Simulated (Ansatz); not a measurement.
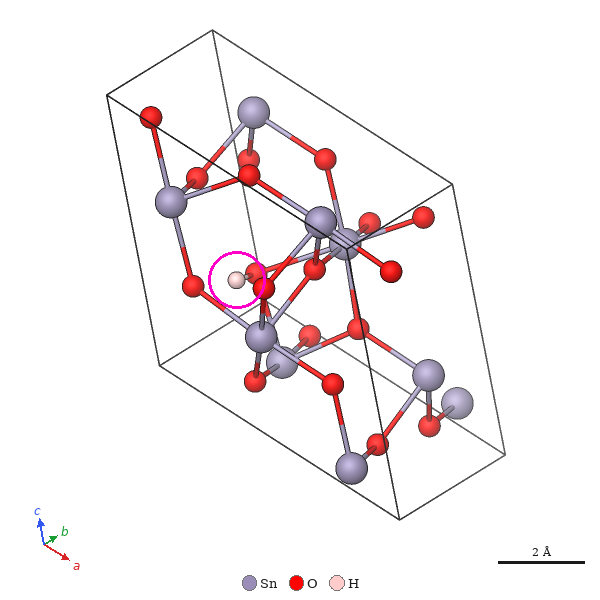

Ball-and-stick drawing of the structure, looking slightly off an axis. The parallelepiped is the supercell. The host is SnO2, in a cell of 24 sites, and the cell carries a charge of -1. A ring marks the defect's site.

> Spot the defect.

An interstitial hydrogen atom. It is bonded to one O at about 1.0 Å.

The atoms were relaxed in the host's cell with DFT PBE, scalar-relativistic, plane waves, PAW in Ansatz.
